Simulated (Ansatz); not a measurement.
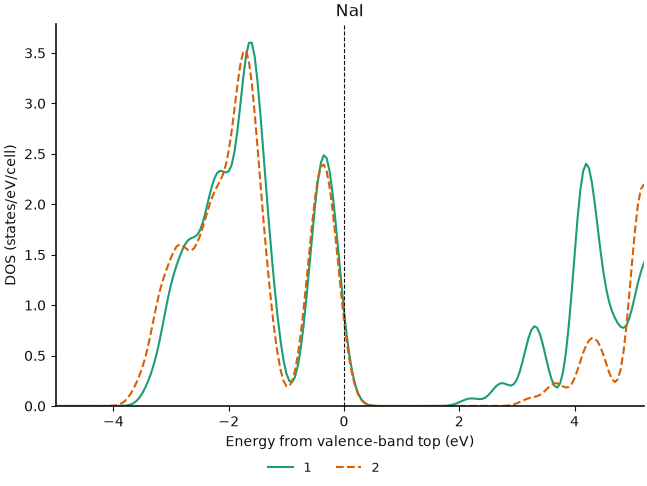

Total densities of states of NaI, space group Pm-3m, 2 atoms in the cell, CsCl type, by two methods on the same cell. The curves are built from the levels of the k mesh with Gaussians 0.4 eV wide, which also blur the band edges. Each is counted from its own valence-band top.

### Which curve is which? The methods: PBEsol, HSE06.

1 is PBEsol; 2 is HSE06. PBEsol gives a gap of 2.20 eV and HSE06 gives a gap of 3.24 eV.

Settings. PBEsol: DFT, PBEsol, plane waves, PAW, no spin polarisation, 4×4×4 k mesh, 420 eV cutoff (Ansatz 0.2.0). HSE06: DFT, HSE06, plane waves, PAW, no spin polarisation, 4×4×4 k mesh, 420 eV cutoff (Ansatz).

Spin-orbit coupling is left out, which matters for I.
